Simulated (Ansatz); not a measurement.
Si

```yaml
crystal:
  lattice:
    - [5.21698, 0.00000, 0.00000]
    - [-2.60849, 4.51804, 0.00000]
    - [0.00000, 0.00000, 4.94152]
  atoms:
    - { symbol: Si, position: [0.00000, 0.00000, 0.02024] }
    - { symbol: Si, position: [0.00000, 0.00000, 0.50000] }
    - { symbol: Si, position: [0.00000, 0.50000, 0.00000] }
    - { symbol: Si, position: [0.00000, 0.50000, 0.50000] }
    - { symbol: Si, position: [0.50000, 0.50000, 0.00000] }
    - { symbol: Si, position: [0.50000, 0.50000, 0.50000] }
    - { symbol: Si, position: [0.50000, 0.00000, 0.00000] }
    - { symbol: Si, position: [0.50000, 0.00000, 0.50000] }
```

Space group P6mm; a structure from a database of computed crystals, not necessarily the ambient phase; changed on purpose from its base cell (atom 1 (Si) moved -0.100 A towards its neighbour atom 2 (Si) at 2.471 A); not relaxed (largest force 0.7 eV/Å).

Level of theory: DFT LDA, scalar-relativistic, plane waves, PAW in Ansatz.

The density is the valence pseudo-density of a PAW calculation; it isn't the true density close to the nuclei.

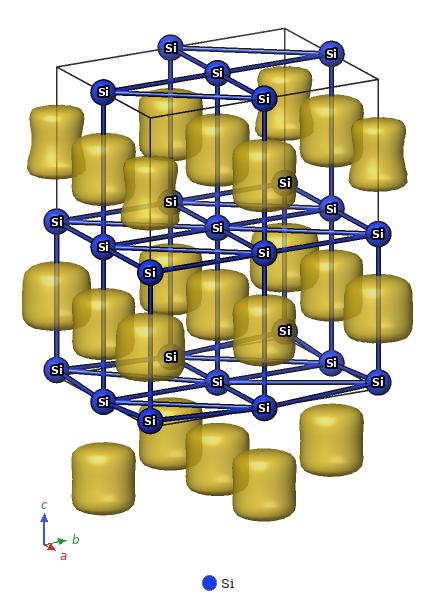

Figure 1. Isosurface of the electron localisation function at 0.75 (yellow), seen slightly off an axis. Only the valence region is drawn (cores and ρ < 0.01 e/Å³ removed). Sticks mark near contacts.

Q: Identify the bonds, lone pairs and shells in this picture.

A: The ELF exceeds this value in eight regions between bonded Si–Si atoms, counted in one cell of 8 atoms. Regions shared between cells count once. Profiles from the grid: Si–Si (2.37 Å): the ELF peaks at about 0.90 between the atoms. Si–Si (2.47 Å): the ELF peaks at about 0.90 between the atoms.

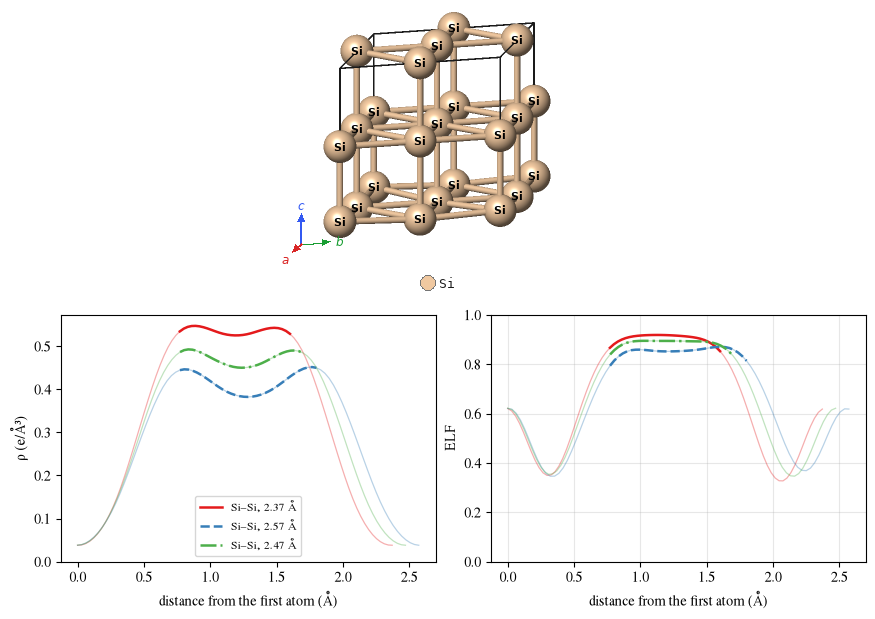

Figure 2. Valence pseudo-density and ELF along straight lines between neighbouring atoms. Thin, pale parts lie inside the atomic spheres. The structure is drawn too.

Q: Compare the contacts.

A: Si–Si (2.37 Å): ρ at the midpoint is about 0.53 e/Å³; the ELF peaks at about 0.90 between the atoms.
Si–Si (2.57 Å): the density is about 0.38 e/Å³ at the midpoint; the ELF peaks at about 0.85 between the atoms.
Si–Si (2.47 Å): ρ at the midpoint is about 0.45 e/Å³; the ELF peaks at about 0.90 between the atoms.

Q: Does the calculation give a band gap?

A: It is metallic or semimetallic at this level of theory: no gap opens.
